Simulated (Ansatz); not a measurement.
Zr: geometry relaxation (part 2 of 2)

Zr (P6₃/mmc, 2 atoms in the cell); DFT PBE+D3(BJ), scalar-relativistic, plane waves, PAW, no spin polarisation (Ansatz 0.2.0); cutoff 420 eV, 18×18×8 k-mesh, Gaussian smearing of 0.1 eV. The structure derives from an entry of the Crystallography Open Database.

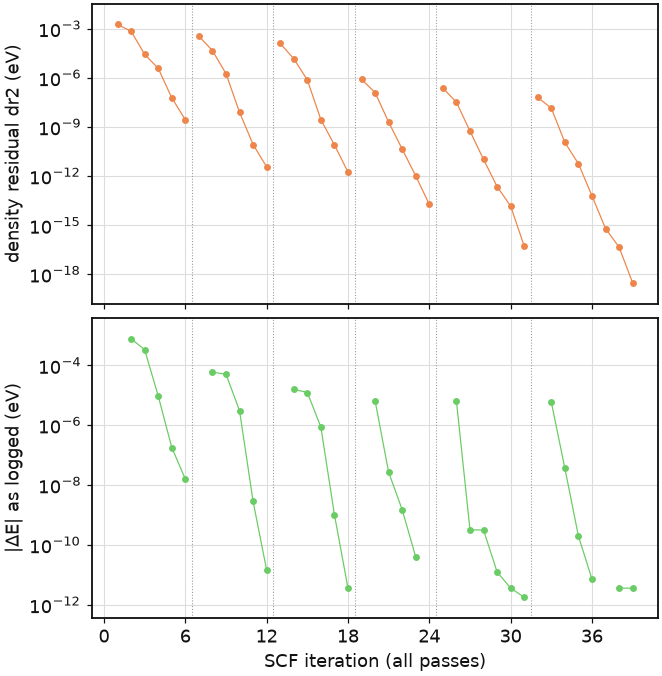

Convergence of the self-consistent field: density residual dr2 and size of the energy change against the SCF iteration. The dotted lines part the SCF passes of the relaxation: geometry steps, rejected trials and re-solves on a re-selected basis. The 6 passes take 6 to 8 iterations each, 39 in all.

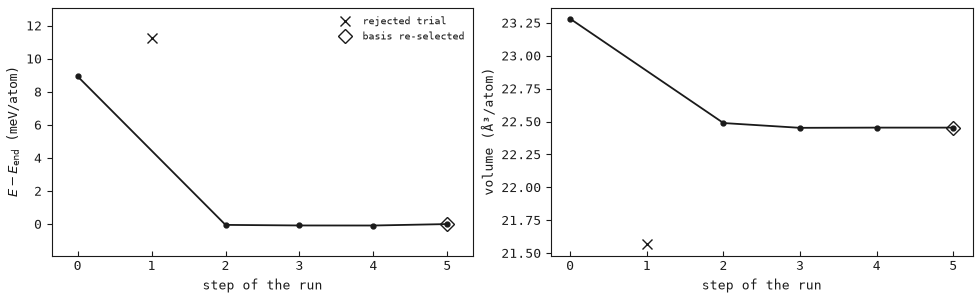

Progress of the relaxation, step by step (the first geometry is step 0 here and step 1 in the log).

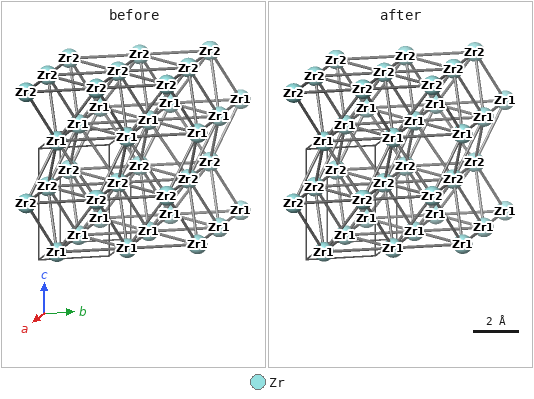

Before (left) and after (right) the relaxation, at one scale (ball-and-stick view of the cell of the calculation, repeated 3 × 3 × 2, seen slightly off an axis). The atoms keep their places relative to the cell (all moves are under 0.005 Å). The volume changes by −3.6 %, with a = b 3.232 → 3.186 Å (−1.4 %), c 5.147 → 5.110 Å (−0.7 %). Among the contacts that change: Zr1–Zr1 3.232 → 3.186 Å, Zr1–Zr2 3.179 → 3.148 Å. The space group stays P6_3/mmc (No. 194). After 4 geometry steps the energy has fallen by 9.0 meV per atom. All forces vanish by symmetry, so only the cell relaxes. Pressure: −3.32 GPa at the start and 0.00 GPa at the end. The line search rejected the trial step at point 1 (counted from 0) and went back. A last SCF at the same geometry on a re-selected plane-wave basis shifts the energy by +0.1 meV per atom. (Atoms are counted from 1 in the order of the input.)

```
basis re-selected at this cell: Δ(F+E_penalty+E_count) = +1.738e-4 eV, ΔP = -0.003 GPa vs the last step (what re-selecting the basis moved, of the pressure what is left beyond the Pulay correction that the steps carried, after the strain that the cell walked since its last selection, with what the two solves' SCF thresholds leave and, on support functions, any second-order correction that the steps lacked; it is no measure of the basis error at this ecutwfc). This SCF's stress stands 3.16e-3 GPa from its target on what of the cell is left free (relax.cell.stress_tol is 5.00e-2 GPa) and its largest allowed force component is 4.63e-17 eV/Å (relax.f_tol is 5.00e-3 eV/Å): within both
SCF converged after 8 iterations
Free energy (F): -8368.750798 eV
Harris-Foulkes:  -8368.750798 eV  (|F-HF|=0.00e0)
Internal energy: -8368.740103 eV  (E = F + TS)
E sigma→0 (E₀):  -8368.745450 eV
Entropy (-TS):   -0.010695 eV (-5.348 meV/atom)
Fermi energy:    14.606275 eV
--- Per-component energies (eV) ---
  E_band       = -178.470710
  E_kinetic    = 667.416743
  E_local      = -1219.687976  (includes V_loc(G=0)·N_el)
  E_nonlocal   = 161.343987
  E_hartree    = 378.091992
  E_xc         = -323.707229
  E_vxc        = -382.392986  (∫ρ·V_xc dr)
  E_paw        = -5908.413747  (= ΣΔE_a)
  E_vpaw       = -161.334512  (= ΣTr[D̂ρ^β])
  E_aug_tail   = 0.000050  (compensation charges beyond the density's cutoff)
  E_ewald      = -2122.686265
  E_disp       = -1.097658  (pairwise vdW)
  E_smearing   = -0.010695  (= −TS)
  E_closure    = 0.000000  (closes the sum)
  Σ components = -8368.750798   (vs F -8368.750798, Δ=0.00e0)
--- Forces (eV/Å), atoms counted from 1 ---
  atom   1  Zr    -0.00000000    -0.00000000     0.00000000
  atom   2  Zr     0.00000000     0.00000000    -0.00000000
  max |Σ_I F_I| component: 4.63e-18 eV/Å
--- Stress (GPa, compression-positive) ---
       -0.002896       0.000000      -0.000000
        0.000000      -0.002896       0.000000
       -0.000000       0.000000       0.003160
  P = ⅓ Tr σ = -0.0009 GPa (-0.009 kbar)
--- Band table (eV; the first three rows and the last of 185) ---
  k-point 0: bands = ["-34.1502", "-33.9750", "-12.7399", "-11.7668", "-11.7668", "-11.6251", "-11.6148", "-11.6148", "8.8940", "11.4721", "15.4806", "15.4806", "15.5654", "15.8598", "16.1922", "16.1922"]
  k-point 1: bands = ["-34.1437", "-33.9818", "-12.7004", "-11.7611", "-11.7611", "-11.6709", "-11.6207", "-11.6207", "9.0291", "11.4691", "15.4135", "15.4135", "15.4614", "15.6070", "16.0924", "16.0924"]
  k-point 2: bands = ["-34.1250", "-34.0011", "-12.5866", "-11.7995", "-11.7447", "-11.7447", "-11.6373", "-11.6373", "9.4147", "11.4077", "15.0683", "15.1875", "15.3156", "15.3156", "15.8559", "15.8559"]
  k-point 184: bands = ["-33.9490", "-33.9490", "-12.4857", "-12.4857", "-12.2366", "-12.2366", "-11.8034", "-11.8034", "13.0994", "13.0994", "13.2873", "13.2873", "14.6077", "14.6077", "16.6814", "16.6814"]
--- Relaxed structure (5 steps of the walk, 4 accepted, 1 SCFs on fresh bases) ---
  F+E_penalty+E_count = -8368.75079790 eV   max|allowed force component| = 4.626e-17 eV/Å   (the final SCF, on the basis selected at the relaxed cell)
  cell:  # Å, volume = 44.9071 Å³
    - [3.1855047880400873, -2.845219674973659e-11, -3.316264638504323e-34]
    - [-1.592752393995403, 2.7587280703339054, 1.158659376161949e-34]
    - [-4.362726621785542e-34, -9.184687624811668e-35, 5.110085693407427]
  atoms:
    - { symbol: Zr, position: [0.33333333333333326, 0.6666666666666666, 0.25] }
    - { symbol: Zr, position: [0.6666666666666666, 0.3333333333333333, 0.75] }
```

Trajectory as extended XYZ (Å, eV, eV/Å), 6 frames, from step=1 to step=6:
```
2
Lattice="3.2320 0.0000 0.0000 -1.6160 2.7990 0.0000 0.0000 0.0000 5.1470" Properties=species:S:1:pos:R:3:forces:R:3 step=1 energy=-8368.73294 pressure_GPa=-3.32
Zr    0.0000    1.8660    1.2868    0.0000   0.0000   0.0000
Zr    1.6160    0.9330    3.8603    0.0000   0.0000   0.0000
2
Lattice="3.1452 0.0000 0.0000 -1.5726 2.7238 0.0000 0.0000 0.0000 5.0348" Properties=species:S:1:pos:R:3:forces:R:3 step=2 energy=-8368.72824 pressure_GPa=4.24 accepted=F
Zr    0.0000    1.8159    1.2587    0.0000   0.0000   0.0000
Zr    1.5726    0.9079    3.7761    0.0000   0.0000   0.0000
2
Lattice="3.1893 0.0000 0.0000 -1.5947 2.7620 0.0000 0.0000 0.0000 5.1057" Properties=species:S:1:pos:R:3:forces:R:3 step=3 energy=-8368.75090 pressure_GPa=-0.14
Zr    0.0000    1.8414    1.2764    0.0000   0.0000   0.0000
Zr    1.5947    0.9207    3.8293    0.0000   0.0000   0.0000
2
Lattice="3.1862 0.0000 0.0000 -1.5931 2.7593 0.0000 0.0000 0.0000 5.1074" Properties=species:S:1:pos:R:3:forces:R:3 step=4 energy=-8368.75097 pressure_GPa=0.01
Zr    0.0000    1.8396    1.2769    0.0000   0.0000   0.0000
Zr    1.5931    0.9198    3.8306    0.0000   0.0000   0.0000
2
Lattice="3.1855 0.0000 0.0000 -1.5928 2.7587 0.0000 0.0000 0.0000 5.1101" Properties=species:S:1:pos:R:3:forces:R:3 step=5 energy=-8368.75097 pressure_GPa=0.00
Zr    0.0000    1.8392    1.2775    0.0000   0.0000   0.0000
Zr    1.5928    0.9196    3.8326    0.0000   0.0000   0.0000
2
Lattice="3.1855 0.0000 0.0000 -1.5928 2.7587 0.0000 0.0000 0.0000 5.1101" Properties=species:S:1:pos:R:3:forces:R:3 step=6 energy=-8368.75080 pressure_GPa=-0.00
Zr    0.0000    1.8392    1.2775    0.0000   0.0000   0.0000
Zr    1.5928    0.9196    3.8326    0.0000   0.0000   0.0000
```

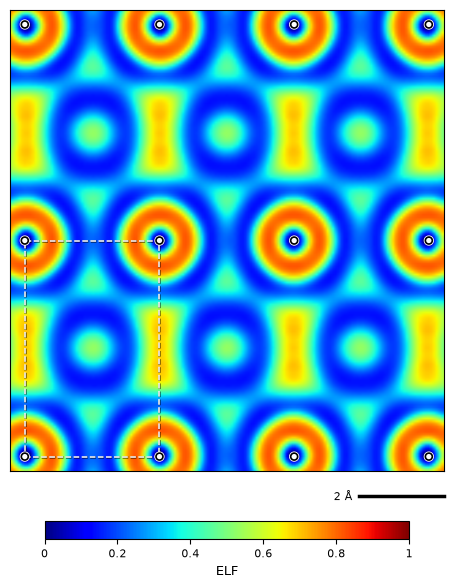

Electron localisation function on the (100) plane of the conventional cell. Circles mark the nuclei in the plane (Zr). The section cuts through Zr sites.  The strong features right at Zr lie inside the PAW spheres (semicore, d or f shells) and say nothing about bonding. In a PAW calculation such maps are meaningful between the atoms, not at the nuclei.

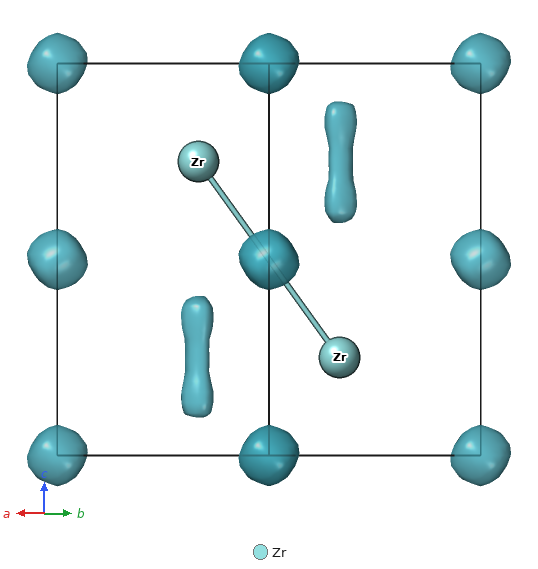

Isosurface of the ELF at 0.65 (cyan), seen along [110]. Only the valence region is drawn (cores and ρ < 0.01 e/Å³ removed). Sticks mark near contacts. The outline is the cell set on symmetry axes. Along the contacts the grid gives the following. Zr–Zr (3.15 Å): the ELF is about 0.20 at the midpoint; no shared electron pair.

The run was set up as follows.

Input file:
```yaml
crystal:
  lattice:
    - [3.2319982225, 0.0, 0.0]
    - [-1.6159991112, 2.7989925656, 0.0]
    - [0.0, 0.0, 5.147]
  atoms:
    - { symbol: Zr, position: [0.3333333333, 0.6666666667, 0.25] }
    - { symbol: Zr, position: [0.6666666667, 0.3333333333, 0.75] }
basis:
  ecutwfc: 420
kpoints:
  mp_grid: { grid: [18, 18, 8] }
hamiltonian:
  xc: pbe
  dispersion: d3bj
scf:
  occupations: { method: gaussian, width: 0.1 }
output:
  forces: true
  stress: true
  eigenvalues: true
  write_density: true
  write_potential: true
  elf: true
  volumetric_format: npy
relax:
  adjacent_minimum: "off"
  f_tol: 0.005
  max_steps: 80
  cell: { stress_tol: 0.05 }
```

Launch command:
```bash
ansatz run input.yaml --threads 4 --pin off --max-ram 10240MiB --backend cpu --events-out ev --progress --plain --runs-dir out
```

Key numbers:

```csv
quantity,value
outcome,converged
space group (tolerance 0.01 Å),P6₃/mmc (194)
electrons treated,24
free energy,−8368.7508 eV
Fermi energy,14.606 eV
gap on the k-point mesh,none (metallic)
pressure,0.00 GPa
final volume,44.91 Å³
largest force (length of the vector) at the end,under 0.001 eV/Å
final cell,"a = 3.186 Å, b = 3.186 Å, c = 5.110 Å, α = 90.00°, β = 90.00°, γ = 120.00°"
hardware,"4 threads of AMD EPYC (Zen 3), 32 GiB of memory available, shared host"
wall time,14 s (CPU time 54 s)
peak memory,0.51 GiB
```
